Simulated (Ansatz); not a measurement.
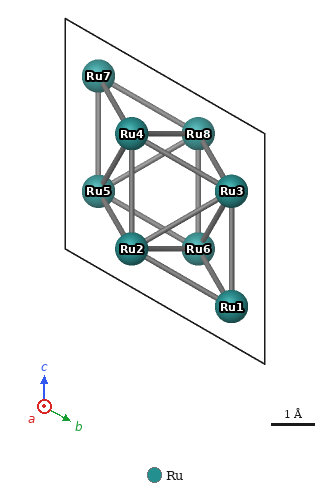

The structure as given in the input (ball-and-stick view of the cell of the calculation, along the a axis; atoms are numbered from 1 in the order of the input).

**Geometry relaxation of Ru**

System: Ru (P6₃/mmc, 8 atoms in the cell).
Method: DFT, PBE, plane waves, PAW, no spin polarisation (Ansatz 0.2.0).

The structure derives from a Materials Project entry. Figures and captions count atoms from 1; the log counts them from 0 in places.

Output:
```
Engine: ansatz 0.2.0, x86_64-unknown-linux-gnu
Pseudopotentials: kind: paw
Pseudopotential: Ru, paw, valence charge 16, recommended cutoff 420 eV (normal), Ru.paw.azcp
Functional definition: PBE
  parameter kappa = 0.804
  parameter beta = 0.06672455060314922
  exchange = pbe_x(kappa = kappa, mu = beta*pi^2/3)
  correlation = pbe_c(beta = beta)
Crystal: 8 atoms, lattice volume = 110.121 Å³
Basis set: ecut = 420 eV, 2133 PW (Γ), exchange–correlation on 60×80×80 points (8 copies of the dense FFT grid, shifted against one another)
Bands: 77, of which v1, the nominal top of the filled ones, is band 64 counted from 1 (63 counted from 0)
Symmetry: 96 space group operations
Space group: P63/mmc (ITA 194), of the structure as read, at distance tolerance 4.8e-5 Å
k-points: 35 of 288
Non-local potential: Ru, projectors of the file, l = 0: 3, l = 1: 2, l = 2: 2, l = 3: 1
PAW form: soft (Blöchl's): semilocal exchange-correlation on the pseudo side does not see the compensation charge
PAW one-centre angular grid: Ru, 590 points (default); XC on 64 Gauss nodes
Initial density: superposition of atomic densities (neutral atoms: chi_scale 0, normalization atom), corrected by the library's trained network
Initial wavefunctions: pseudopotential atomic-orbital guess
Functional: x = pbe(κ = 0.804, μ = 0.2195149727645171), c = pbe(β = 0.06672455060314922)
SCF iter   1: F=—  HF=-47029.550013 eV  |F-HF|=—  |Δ(HF+E_count)|=         —  Δρ=6.46e-3  dr2=9.28e-3  ethr=1.77e-3  ⟨swp⟩=5.2  Hψ=8497  notcnv=0
preconditioner: auto → Kerker (q_TF=auto, 2.798 Å⁻¹)  [metal: Δε(μ)=0.010 eV  Ē_g=4.832 eV  σ=0.100 eV  W_gap=0.05  n_scr=44 (ndim 8)  ℏωp=28.3 eV  f_vac=0.000  D(μ)=6.78/eV (n_scr^D=70)]
SCF iter   2: F=—  HF=-47029.561242 eV  |F-HF|=—  |Δ(HF+E_count)|=   1.12e-2  Δρ=3.76e-3  dr2=3.24e-3  ethr=7.25e-6  ⟨swp⟩=2.1  Hψ=4822  notcnv=0
SCF iter   3: F=—  HF=-47029.565630 eV  |F-HF|=—  |Δ(HF+E_count)|=   4.39e-3  Δρ=2.54e-4  dr2=2.68e-5  ethr=2.53e-6  ⟨swp⟩=2.0  Hψ=3576  notcnv=0
SCF iter   4: F=—  HF=-47029.565484 eV  |F-HF|=—  |Δ(HF+E_count)|=   1.46e-4  Δρ=5.28e-5  dr2=1.43e-6  ethr=2.10e-8  ⟨swp⟩=2.0  Hψ=4771  notcnv=0
SCF iter   5: F=—  HF=-47029.565484 eV  |F-HF|=—  |Δ(HF+E_count)|=   2.00e-7  Δρ=1.46e-5  dr2=1.52e-7  ethr=1.11e-9  ⟨swp⟩=2.3  Hψ=3615  notcnv=0
SCF iter   6: F=-47029.565484 eV  HF=-47029.565484 eV  |F-HF|=3.28e-9  |Δ(HF+E_count)|=   1.48e-8  Δρ=2.94e-6  dr2=8.23e-9  ethr=7.81e-11  ⟨swp⟩=7.3  Hψ=9215  notcnv=0
SCF 1 converged in 6 iterations: F = -47029.565484 eV  dr2 = 8.23e-9
  greatest PAW one-centre occupation: 0.998 electrons in one spin orbital (limit 2), on the Ru atom at site 7 (counted from 0), in its partial waves of l = 0
relax step   1: F+E_penalty+E_count = -47029.56548390 eV  Δ(F+E_penalty+E_count) = +0.000e0 eV  max|allowed force component| = 6.035e-18 eV/Å  Δτ_max = 0.0000 Å  P = -0.066 GPa  Ω = 110.121 Å³  (6 SCF iters, dr2 threshold 1.00e-7 eV, accepted)
Initial density: handed on by an earlier stage of this run
Initial wavefunctions: pseudopotential atomic-orbital guess (no wavefunctions were taken with the density)
iter 1 solved again at ethr=3.76e-8 eV; its pass at ethr=3.10e-3 eV (dr2=4.81e-5 eV) is discarded
SCF iter   1: F=—  HF=-47029.565626 eV  |F-HF|=—  |Δ(HF+E_count)|=         —  Δρ=2.87e-6  dr2=8.17e-9  ethr=3.76e-8  ⟨swp⟩=3.0  Hψ=16208  notcnv=0
preconditioner: auto → Kerker (q_TF=auto, 2.798 Å⁻¹)  [metal: Δε(μ)=0.004 eV  Ē_g=4.832 eV  σ=0.100 eV  W_gap=0.02  n_scr=44 (ndim 8)  ℏωp=28.3 eV  f_vac=0.000  D(μ)=6.81/eV (n_scr^D=70)]
SCF iter   2: F=—  HF=-47029.565484 eV  |F-HF|=—  |Δ(HF+E_count)|=   1.42e-4  Δρ=1.93e-6  dr2=3.67e-9  ethr=6.38e-12  ⟨swp⟩=3.0  Hψ=5656  notcnv=0
iter 3 did not close the SCF: its close was put off for the readings that it lacked (scf_convergence_deferred on its scf_iter line)
SCF iter   3: F=-47029.565484 eV  HF=-47029.565484 eV  |F-HF|=1.75e-10  |Δ(HF+E_count)|=  9.31e-10  Δρ=8.39e-7  dr2=3.97e-10  ethr=2.87e-12  ⟨swp⟩=2.0  Hψ=3822  notcnv=0
iter 4 did not close the SCF: its close was put off for the readings that it lacked (scf_convergence_deferred on its scf_iter line)
SCF iter   4: F=-47029.565484 eV  HF=-47029.565484 eV  |F-HF|=2.91e-11  |Δ(HF+E_count)|=  4.37e-11  Δρ=4.01e-7  dr2=9.03e-11  ethr=1.00e-12  ⟨swp⟩=1.0  Hψ=2695  notcnv=0
iter 5 did not close the SCF: its close was put off for the readings that it lacked (scf_convergence_deferred on its scf_iter line)
SCF iter   5: F=-47029.565484 eV  HF=-47029.565484 eV  |F-HF|=0.00e0  |Δ(HF+E_count)|=    0.00e0  Δρ=9.52e-8  dr2=5.49e-12  ethr=1.00e-12  ⟨swp⟩=1.0  Hψ=2695  notcnv=0
iter 6 did not close the SCF: its close was put off for the readings that it lacked (scf_convergence_deferred on its scf_iter line)
SCF iter   6: F=-47029.565484 eV  HF=-47029.565484 eV  |F-HF|=7.28e-12  |Δ(HF+E_count)|=  1.46e-11  Δρ=2.95e-8  dr2=3.28e-13  ethr=1.00e-12  ⟨swp⟩=1.0  Hψ=2695  notcnv=0
SCF iter   7: F=-47029.565484 eV  HF=-47029.565484 eV  |F-HF|=1.46e-11  |Δ(HF+E_count)|=  1.46e-11  Δρ=6.54e-9  dr2=1.16e-14  ethr=1.00e-12  ⟨swp⟩=2.0  Hψ=5806  notcnv=0
SCF 2 converged in 7 iterations: F = -47029.565484 eV  dr2 = 1.16e-14
relax step   2: F+E_penalty+E_count = -47029.56548390 eV  Δ(F+E_penalty+E_count) = -1.164e-9 eV  max|allowed force component| = 7.752e-18 eV/Å  Δτ_max = 0.0000 Å  P = -0.066 GPa  Ω = 110.121 Å³  stress off target by 1.27e-1 GPa  SCF on the basis re-selected at this cell (its energy is not comparable with the rows above)  (7 SCF iters)
```

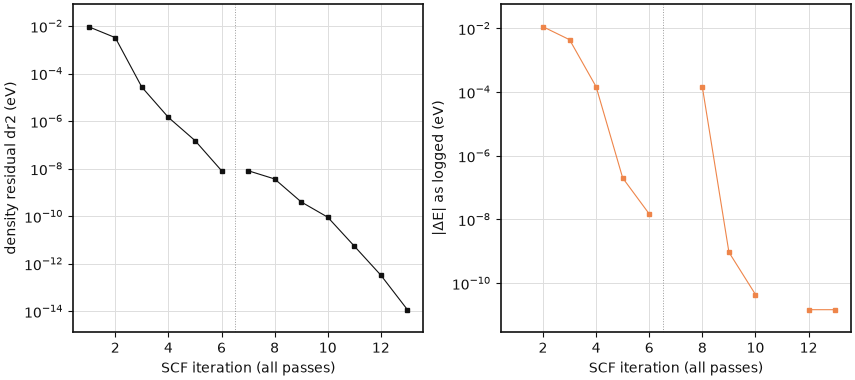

Convergence of the self-consistent field: density residual dr2 and size of the energy change against the SCF iteration. The dotted lines part the SCF passes of the relaxation: geometry steps, rejected trials and re-solves on a re-selected basis. The passes take 6 and 7 iterations.

```
basis re-selected at this cell: Δ(F+E_penalty+E_count) = -1.164e-9 eV, ΔP = +0.000 GPa vs the last step (what re-selecting the basis moved, of the pressure what is left beyond the Pulay correction that the steps carried, after the strain that the cell walked since its last selection, with what the two solves' SCF thresholds leave and, on support functions, any second-order correction that the steps lacked; it is no measure of the basis error at this ecutwfc). This SCF's stress stands 1.27e-1 GPa from its target on what of the cell is left free (relax.cell.stress_tol is 1.50e-1 GPa) and its largest allowed force component is 7.75e-18 eV/Å (relax.f_tol is 2.00e-2 eV/Å): within both
SCF converged after 7 iterations
Free energy (F): -47029.565484 eV
Harris-Foulkes:  -47029.565484 eV  (|F-HF|=1.46e-11)
Internal energy: -47029.531448 eV  (E = F + TS)
E sigma→0 (E₀):  -47029.548466 eV
Entropy (-TS):   -0.034036 eV (-4.254 meV/atom)
Fermi energy:    23.157353 eV
--- Per-component energies (eV) ---
  E_band       = -469.993773
  E_kinetic    = 4110.579493
  E_local      = -10176.321016  (includes V_loc(G=0)·N_el)
  E_nonlocal   = 2743.083801
  E_hartree    = 3269.115720
  E_xc         = -1524.039682
  E_vxc        = -1913.364207  (∫ρ·V_xc dr)
  E_paw        = -27685.118204  (= ΣΔE_a)
  E_vpaw       = -1772.201774  (= ΣTr[D̂ρ^β])
  E_aug_tail   = -0.001511  (compensation charges beyond the density's cutoff)
  E_ewald      = -17766.830050
  E_smearing   = -0.034036  (= −TS)
  E_closure    = -0.000000  (closes the sum)
  Σ components = -47029.565484   (vs F -47029.565484, Δ=0.00e0)
--- Forces (eV/Å), atoms counted from 1 ---
  atom   1  Ru    -0.00000000    -0.00000000    -0.00000000
  atom   2  Ru     0.00000000    -0.00000000    -0.00000000
  atom   3  Ru     0.00000000    -0.00000000    -0.00000000
  atom   4  Ru     0.00000000    -0.00000000    -0.00000000
  atom   5  Ru     0.00000000     0.00000000     0.00000000
  atom   6  Ru     0.00000000     0.00000000     0.00000000
  atom   7  Ru     0.00000000     0.00000000     0.00000000
  atom   8  Ru    -0.00000000     0.00000000     0.00000000
  max |Σ_I F_I| component: 1.16e-17 eV/Å
--- Stress (GPa, compression-positive) ---
       -0.035559      -0.000000      -0.000000
       -0.000000      -0.035559      -0.000000
       -0.000000      -0.000000      -0.126837
  P = ⅓ Tr σ = -0.0660 GPa (-0.660 kbar)
--- Band table (eV; the first three rows and the last of 35) ---
  k-point 0: bands = ["-49.9813", "-49.8168", "-49.8168", "-49.8168", "-49.7863", "-49.7529", "-49.7529", "-49.7529", "-20.4435", "-20.2653", "-20.2653", "-20.2653", "-20.0815", "-20.0815", "-20.0815", "-19.9815", "-19.9815", "-19.9815", "-19.7762", "-19.7762", "-19.7762", "-19.6248", "-19.6248", "-19.6248", "-19.5555", "-19.5555", "-19.5037", "-19.5037", "-19.5037", "-19.3907", "-19.3907", "-19.3434", "15.2248", "17.0310", "17.0948", "17.0948", "17.0948", "17.7310", "17.7310", "17.7310", "17.8422", "17.8422", "17.8422", "20.1620", "20.1620", "20.1620", "20.5795", "20.5795", "20.7727", "21.1009", "21.1009", "21.1009", "21.2497", "21.2497", "21.3515", "21.3515", "21.3515", "21.6429", "21.6429", "21.6429", "21.7531", "21.7531", "24.2881", "24.2881", "24.4260", "24.5071", "24.5071", "24.5071", "24.9182", "24.9182", "24.9182", "25.0081", "25.0081", "25.0081", "27.1153", "27.1153", "27.1153"]
  k-point 1: bands = ["-49.9718", "-49.8315", "-49.8170", "-49.8170", "-49.7826", "-49.7528", "-49.7528", "-49.7516", "-20.4209", "-20.2399", "-20.2399", "-20.2179", "-20.0592", "-20.0592", "-20.0379", "-20.0329", "-19.9824", "-19.9824", "-19.7973", "-19.7973", "-19.7623", "-19.6238", "-19.6238", "-19.6030", "-19.5855", "-19.5716", "-19.5335", "-19.5335", "-19.4955", "-19.4401", "-19.3972", "-19.3541", "15.4761", "17.2041", "17.2207", "17.3095", "17.3095", "17.7774", "17.7774", "17.8541", "17.9236", "18.0019", "18.0019", "20.1445", "20.1445", "20.1796", "20.2433", "20.7837", "20.9763", "20.9763", "20.9777", "21.0690", "21.0690", "21.0871", "21.1647", "21.1763", "21.4372", "21.4881", "21.4900", "21.6017", "21.6216", "21.6216", "22.8132", "24.1694", "24.3813", "24.4580", "24.4580", "24.5548", "24.6027", "24.6027", "24.9189", "24.9189", "24.9850", "25.5639", "26.2624", "26.8539", "26.8539"]
  k-point 2: bands = ["-49.9453", "-49.8660", "-49.8173", "-49.8173", "-49.7731", "-49.7535", "-49.7526", "-49.7526", "-20.3560", "-20.1734", "-20.1734", "-20.1417", "-20.0882", "-20.0234", "-20.0234", "-19.9842", "-19.9842", "-19.9171", "-19.8319", "-19.8319", "-19.7329", "-19.7239", "-19.6219", "-19.6219", "-19.6143", "-19.6079", "-19.6079", "-19.5725", "-19.5099", "-19.4734", "-19.4162", "-19.3861", "16.1647", "17.4294", "17.6619", "17.8039", "17.8784", "17.8784", "17.9035", "17.9035", "18.3772", "18.3772", "18.4903", "19.6914", "20.0809", "20.0809", "20.0894", "20.0894", "20.1751", "20.4773", "20.5341", "20.8778", "21.0307", "21.0307", "21.0892", "21.2422", "21.3487", "21.3729", "21.5724", "21.5724", "21.6857", "21.9753", "22.0251", "23.3038", "23.6648", "23.6648", "23.7214", "23.7890", "24.5781", "24.5781", "24.5815", "24.7401", "24.7401", "24.9104", "26.8025", "26.8025", "28.3255"]
  k-point 34: bands = ["-49.8224", "-49.8224", "-49.8224", "-49.8224", "-49.8224", "-49.8224", "-49.7723", "-49.7723", "-20.2151", "-20.2151", "-20.1054", "-20.1054", "-20.1054", "-20.1054", "-20.1054", "-20.1054", "-19.9633", "-19.9633", "-19.6700", "-19.6700", "-19.6700", "-19.6700", "-19.6700", "-19.6700", "-19.5583", "-19.5583", "-19.5583", "-19.5583", "-19.5583", "-19.5583", "-19.5345", "-19.5345", "18.1346", "18.1346", "18.1346", "18.1346", "18.1346", "18.1346", "18.5224", "18.5224", "19.0928", "19.0928", "19.5793", "19.5793", "19.5793", "19.5793", "19.5793", "19.5793", "20.0777", "20.0777", "20.0777", "20.0777", "20.0777", "20.0777", "20.4556", "20.4556", "21.7355", "21.7355", "21.7355", "21.7355", "21.7355", "21.7355", "21.9679", "21.9679", "24.1746", "24.1746", "24.1746", "24.1746", "24.1746", "24.1746", "24.3276", "24.3276", "25.2094", "25.2094", "25.2094", "25.2094", "25.2094"]
--- Relaxed structure (1 steps of the walk, 1 accepted, 1 SCFs on fresh bases) ---
  F+E_penalty+E_count = -47029.56548390 eV   max|allowed force component| = 7.752e-18 eV/Å   (the final SCF, on the basis selected at the relaxed cell)
  cell:  # Å, volume = 110.1209 Å³
    - [0.0, 0.0, -4.2967707664]
    - [5.439993479812408, -5.0000082339741784e-11, 0.0]
    - [-2.7199967399495053, -4.711172549914254, 0.0]
  atoms:
    - { symbol: Ru, position: [0.75, 0.8333333333333331, 0.16666666666666666] }
    - { symbol: Ru, position: [0.75, 0.3333333333333333, 0.16666666666666666] }
    - { symbol: Ru, position: [0.75, 0.8333333333333331, 0.6666666666666666] }
    - { symbol: Ru, position: [0.75, 0.3333333333333333, 0.6666666666666666] }
    - { symbol: Ru, position: [0.25, 0.16666666666666663, 0.33333333333333337] }
    - { symbol: Ru, position: [0.25, 0.6666666666666666, 0.33333333333333337] }
    - { symbol: Ru, position: [0.25, 0.16666666666666669, 0.8333333333333335] }
    - { symbol: Ru, position: [0.25, 0.6666666666666666, 0.8333333333333334] }
```

Trajectory as extended XYZ (Å, eV, eV/Å), 2 frames, from step=1 to step=2:
```
8
Lattice="0.0000 0.0000 -4.2968 5.4400 0.0000 0.0000 -2.7200 -4.7112 0.0000" Properties=species:S:1:pos:R:3:forces:R:3 step=1 energy=-47029.56548 pressure_GPa=-0.07
Ru    4.0800   -0.7852   -3.2226    0.0000   0.0000   0.0000
Ru    1.3600   -0.7852   -3.2226    0.0000   0.0000   0.0000
Ru    2.7200   -3.1408   -3.2226    0.0000   0.0000   0.0000
Ru    0.0000   -3.1408   -3.2226    0.0000   0.0000   0.0000
Ru    0.0000   -1.5704   -1.0742    0.0000   0.0000   0.0000
Ru    2.7200   -1.5704   -1.0742    0.0000   0.0000   0.0000
Ru   -1.3600   -3.9260   -1.0742    0.0000   0.0000   0.0000
Ru    1.3600   -3.9260   -1.0742    0.0000   0.0000   0.0000
8
Lattice="0.0000 0.0000 -4.2968 5.4400 0.0000 0.0000 -2.7200 -4.7112 0.0000" Properties=species:S:1:pos:R:3:forces:R:3 step=2 energy=-47029.56548 pressure_GPa=-0.07
Ru    4.0800   -0.7852   -3.2226    0.0000   0.0000   0.0000
Ru    1.3600   -0.7852   -3.2226    0.0000   0.0000   0.0000
Ru    2.7200   -3.1408   -3.2226    0.0000   0.0000   0.0000
Ru    0.0000   -3.1408   -3.2226    0.0000   0.0000   0.0000
Ru    0.0000   -1.5704   -1.0742    0.0000   0.0000   0.0000
Ru    2.7200   -1.5704   -1.0742    0.0000   0.0000   0.0000
Ru   -1.3600   -3.9260   -1.0742    0.0000   0.0000   0.0000
Ru    1.3600   -3.9260   -1.0742    0.0000   0.0000   0.0000
```

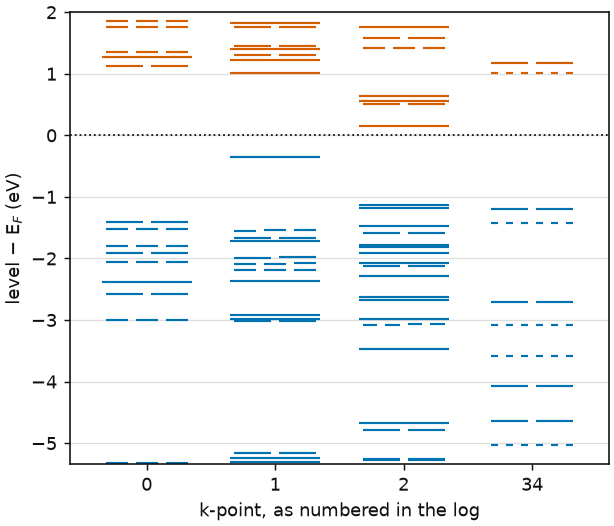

Kohn–Sham levels near the Fermi level (dotted) at the few k-points that the log prints; levels within 0.02 eV of each other stand side by side. The system is metallic on the full mesh.

The run was set up as follows.

Input file:
```yaml
crystal:
  lattice:
    - [0.0, 0.0, -4.2967707664]
    - [5.4399934798, -1.0e-10, 0.0]
    - [-2.7199967399, -4.7111725499, 0.0]
  atoms:
    - { symbol: Ru, position: [0.75, 0.8333333333, 0.1666666667] }
    - { symbol: Ru, position: [0.75, 0.3333333333, 0.1666666667] }
    - { symbol: Ru, position: [0.75, 0.8333333333, 0.6666666667] }
    - { symbol: Ru, position: [0.75, 0.3333333333, 0.6666666667] }
    - { symbol: Ru, position: [0.25, 0.1666666667, 0.3333333333] }
    - { symbol: Ru, position: [0.25, 0.6666666667, 0.3333333333] }
    - { symbol: Ru, position: [0.25, 0.1666666667, 0.8333333333] }
    - { symbol: Ru, position: [0.25, 0.6666666667, 0.8333333333] }
basis:
  ecutwfc: 420
kpoints:
  mp_grid: { grid: [8, 6, 6] }
hamiltonian:
  xc: pbe
scf:
  occupations: { method: gaussian, width: 0.1 }
output:
  forces: true
  eigenvalues: true
  stress: true
relax:
  adjacent_minimum: "off"
  f_tol: 0.02
  max_steps: 60
  cell: { stress_tol: 0.15 }
  max_displacement: 0.1
```

Launched with:
```bash
ansatz run input.yaml --threads 1 --pin off --max-ram 2560MiB --backend cpu --events-out ev --progress --plain --runs-dir out
```

Summary:

| quantity | value |
| --- | --- |
| outcome | converged |
| space group (tolerance 0.01 Å) | P6₃/mmc (194) |
| electrons treated | 128 |
| free energy | −47029.5655 eV |
| Fermi energy | 23.157 eV |
| gap on the k-point mesh | none (metallic) |
| pressure | −0.07 GPa |
| final volume | 110.12 Å³ |
| largest force (length of the vector) at the end | under 0.001 eV/Å |
| final cell | a = 4.297 Å, b = 5.440 Å, c = 5.440 Å, α = 120.00°, β = 90.00°, γ = 90.00° |
| hardware | 1 thread of Intel Xeon (Sapphire Rapids), 192 GiB of memory available, shared host |
| wall time | 31 s |
| peak memory | 0.54 GiB |

Settings chosen away from the usual ones: relax.f_tol set to 0.02 (from 0.015); relax.max_displacement set to 0.1.
